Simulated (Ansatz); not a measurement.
CO2

```
C O
1.0
     5.65550    0.00000    0.00000
     0.00000    5.65550    0.00000
     0.00000    0.00000    5.65550
C O
4 8
Cartesian
  0.0000 0.0000 0.0000
  2.8278 0.0000 2.8278
  2.8278 2.8278 0.0000
  0.0000 2.8278 2.8278
  0.6747 0.6747 0.6747
  2.1531 4.9808 3.5025
  3.5025 2.1531 4.9808
  4.9808 3.5025 2.1531
  4.9808 4.9808 4.9808
  3.5025 0.6747 2.1531
  2.1531 3.5025 0.6747
  0.6747 2.1531 3.5025
```

Space group Pa-3; changed on purpose from its base cell (volume × 0.97, shape and atoms relaxed).

The calculation used DFT PBE+D3(BJ), scalar-relativistic, plane waves, PAW (Ansatz 0.2.0).

Core electrons are frozen (PAW), and the valence fields are smoothed inside the atomic spheres.

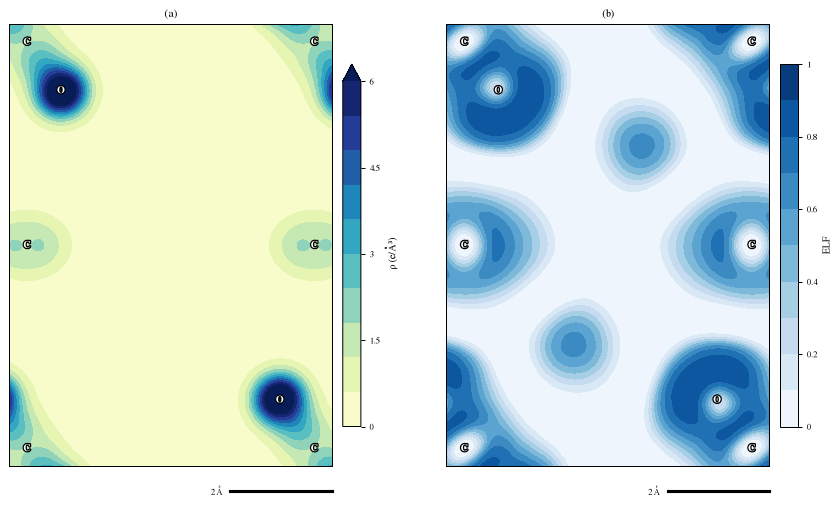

Figure 1. (a) valence electron density; (b) ELF on the (101) plane of the conventional cell.

### What do the fields say about this system?

Atoms in the plane: C and O. C–O (1.17 Å): ρ is about 3.6 e/Å³ halfway; the ELF peaks at about 0.80 between the atoms (inside overlapping PAW spheres, so only a guide); a short, multiple covalent bond. Between the atoms the lowest density in this plane is 0.003 e/Å³. The ELF also peaks beside O, away from the bonds: lone-pair regions.

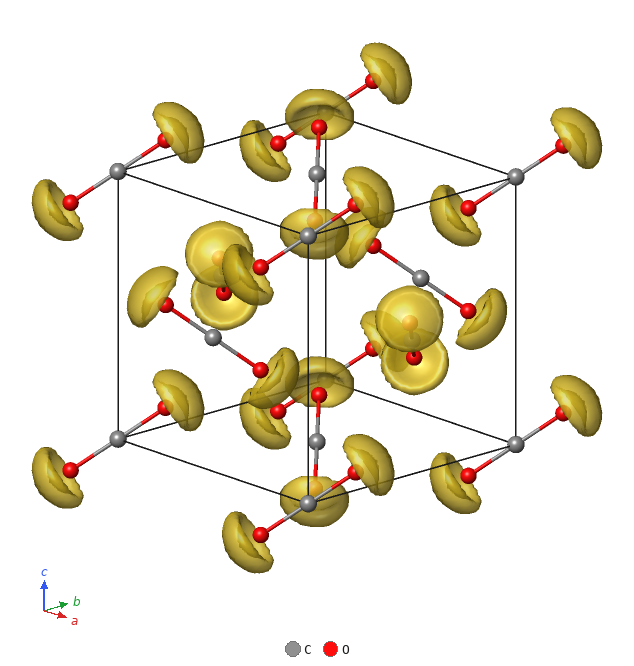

Figure 2. Isosurface of the electron localisation function at 0.85 (yellow), seen at an oblique angle. Only the valence region is drawn (cores and ρ < 0.01 e/Å³ removed). Sticks mark near contacts.

### What do the ELF domains correspond to?

The ELF exceeds this value in eight lobes on O, pointing away from the bonds (lone pairs, which may merge into one lobe), counted in one cell of 12 atoms. Regions shared between cells count once.

### Does the calculation give a band gap?

It is gapped, with a Kohn–Sham gap of 6.8 eV on the k-point mesh (the band edges may lie off the mesh, which would make the gap smaller).
